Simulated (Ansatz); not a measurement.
**Si: density, localisation and related maps**

Input file:

```
crystal:
  lattice:
    - [6.9196716515, -1.9253263176, -4.8854e-06]
    - [6.9196716515, 1.9253263176, -4.8854e-06]
    - [-0.7474552502, 0.0, 6.2911247157]
  atoms:
    - { symbol: Si, position: [0.055619557, 0.055619557, 0.8740774346] }
    - { symbol: Si, position: [0.944380443, 0.944380443, 0.1259225654] }
    - { symbol: Si, position: [0.559004606, 0.559004606, 0.65353915] }
    - { symbol: Si, position: [0.440995394, 0.440995394, 0.34646085] }
    - { symbol: Si, position: [0.2128300009, 0.2128300009, 0.0573104885] }
    - { symbol: Si, position: [0.7871699991, 0.7871699991, 0.9426895115] }
    - { symbol: Si, position: [0.7270864061, 0.7270864061, 0.5854694191] }
    - { symbol: Si, position: [0.2729135939, 0.2729135939, 0.4145305809] }
kpoints:
  mp_grid: { grid: [8, 8, 4] }
  band_path:
    path:
      - [0.0, 0.0, 0.0]
      - [-0.2696275217, 0.2696275217, 0.0]
      - [-0.7303724783, -0.2696275217, 0.0]
      - [-0.5, -0.5, 0.0]
      - [-0.5, -0.5, 0.5]
      - [-0.7354310099, -0.2645689901, 0.5]
      - [-0.2645689901, 0.2645689901, 0.5]
      - [0.0, 0.0, 0.5]
      - [-0.5, 0.0, 0.5]
      - [0.466146, 0.466146, -0.460937]
    npoints: 1
hamiltonian:
  xc: r2scan
scf:
  occupations: { method: fixed }
  n_extra_bands: 6
output:
  forces: true
  stress: true
  eigenvalues: true
  write_density: true
  write_potential: true
  elf: true
  volumetric_format: npy
```

Launched as:

```sh
ansatz run input.yaml --threads 4 --pin off --max-ram 5529MiB --backend cpu --events-out ev --progress --plain --runs-dir out
```

Below, planes, directions and counts refer to the conventional cell (a = 13.84 Å, b = 3.85 Å, c = 6.34 Å, α = 90.00°, β = 96.78°, γ = 90.00°).

Space group C2/m; a structure from a database of computed crystals, not necessarily the ambient phase; started from the database structure prototype, which need not be the ambient phase.

The calculation used DFT, r2SCAN, plane waves, PAW in Ansatz.

In a PAW calculation such maps are meaningful between the atoms, not at the nuclei.

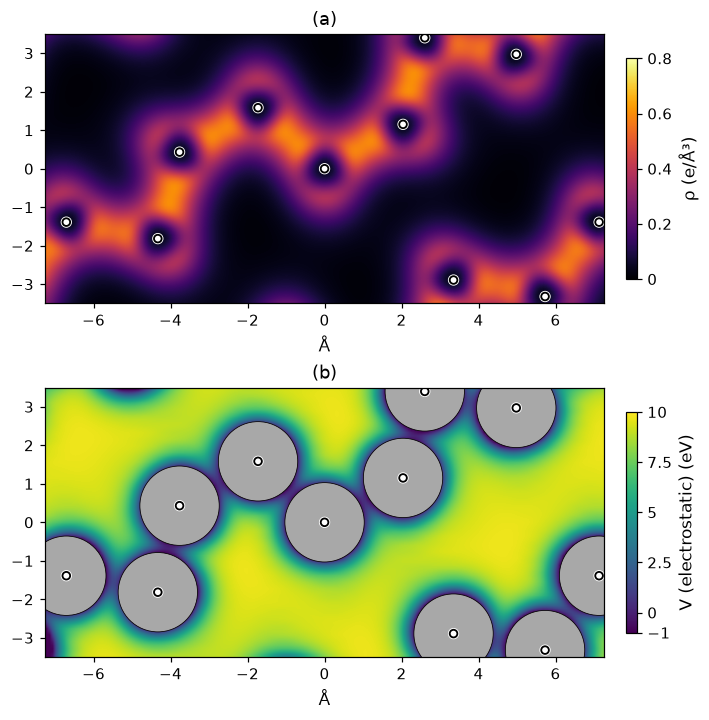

Figure 1. (a) valence electron density; (b) electrostatic potential energy of an electron on the (010) plane of the conventional cell. Circles mark the nuclei in the plane (Si). Grey discs cover the atomic cores in the potential map.

Interpret the plot.

- The section cuts through Si sites.
- Si–Si (2.34 Å): ρ at the midpoint is about 0.59 e/Å³.
- Si–Si (2.39 Å): ρ is about 0.56 e/Å³ halfway.
- Between the atoms the lowest density in this plane is 0.01 e/Å³.
- Outside the cores the potential energy rises away from the atoms and is highest about 2.6 Å from the nearest atoms; its zero is arbitrary.

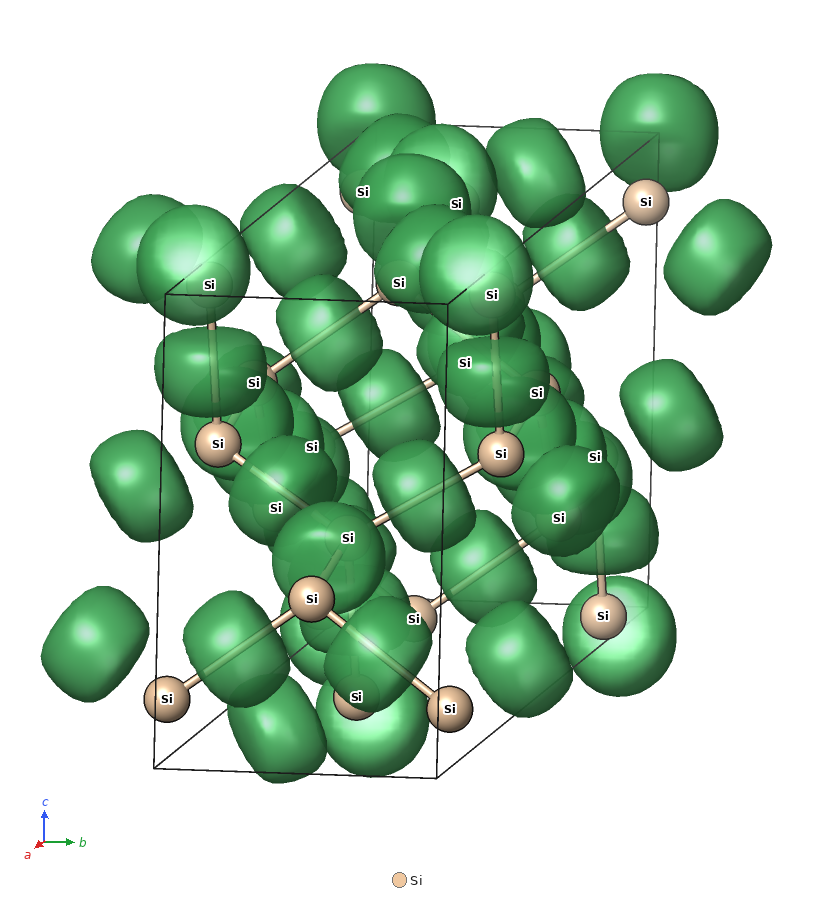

Figure 2. Isosurface of the ELF at 0.75 (green), seen slightly off an axis. Core shells and regions of very low density are left out. Sticks mark near contacts.

Describe the localisation domains.

The surface consists of 32 regions between bonded Si–Si atoms (shared pairs), counted in one cell of 16 atoms. Regions shared between cells count once. Profiles from the grid: Si–Si (2.32 Å): the ELF peaks at about 0.95 between the atoms, as expected for a covalent bond. Si–Si (2.38 Å): the ELF peaks at about 0.95 between the atoms; a shared electron pair.

Does the calculation make it a metal, or give it a gap?

It is gapped, with a Kohn–Sham gap of 0.41 eV on the k-point mesh, an upper bound to the gap of this method.
